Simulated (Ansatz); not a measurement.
The calculation's input:

```
crystal:
  lattice:
    - [4.4026022057, 0.0, 0.0]
    - [0.0, 4.4026022057, 0.0]
    - [0.0, 0.0, 4.4026022057]
  atoms:
    - { symbol: Ta, position: [-0.0204424556, 0.5, 0.5] }
    - { symbol: Ta, position: [0.5053816421, 0.0, 0.5] }
    - { symbol: Ta, position: [0.5053816421, 0.5, 0.0] }
    - { symbol: Ta, position: [0.0087834596, 0.0, 0.0] }
    - { symbol: C, position: [0.5039215033, 0.0, 0.0] }
    - { symbol: C, position: [0.0047862775, 0.5, 0.0] }
    - { symbol: C, position: [0.0047862775, 0.0, 0.5] }
basis:
  ecutwfc: 420
kpoints:
  mp_grid: { grid: [10, 10, 10] }
hamiltonian:
  xc: pbesol
scf:
  occupations: { method: gaussian, width: 0.15 }
output:
  forces: true
  stress: true
  eigenvalues: true
  write_density: true
  write_potential: true
  elf: true
  volumetric_format: npy
```

Run with:

```sh
ansatz run input.yaml --threads 2 --pin off --max-ram 5120MiB --backend cpu --events-out ev --progress --plain --runs-dir out
```

Below, planes, directions and counts refer to the conventional cell (a = 4.40 Å, b = 4.40 Å, c = 4.40 Å, α = 90.00°, β = 90.00°, γ = 90.00°).

Space group P4mm; a structure from a database of computed crystals, not necessarily the ambient phase; not relaxed (largest force 0.7 eV/Å).

Computed with DFT PBEsol, scalar-relativistic, plane waves, PAW (Ansatz).

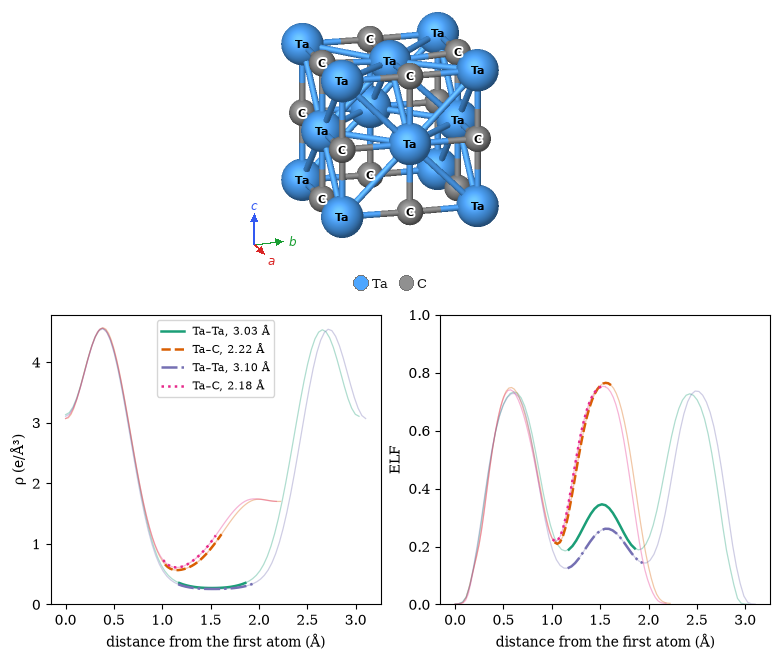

Ta4C3. Valence charge density (pseudo) and ELF along straight lines between neighbouring atoms. Thin, pale parts lie inside the atomic spheres. The structure is drawn too.

Core electrons are frozen (PAW), and the valence fields are smoothed inside the atomic spheres.

### Compare the contacts.

Ta–Ta (3.03 Å): the density is about 0.27 e/Å³ at the midpoint; the ELF is about 0.35 at the midpoint.
Ta–C (2.22 Å): the density is about 0.57 e/Å³ at the midpoint; the ELF peaks at about 0.75 in the valence shell of C, 0.7 Å from its nucleus, and is about 0.25 at the midpoint.
Ta–Ta (3.10 Å): the density is about 0.26 e/Å³ at the midpoint; the ELF is about 0.25 at the midpoint: no localised pair shows between them.
Ta–C (2.18 Å): ρ at the midpoint is about 0.63 e/Å³; the ELF peaks at about 0.75 in the valence shell of C, 0.7 Å from its nucleus, and is about 0.25 at the midpoint.
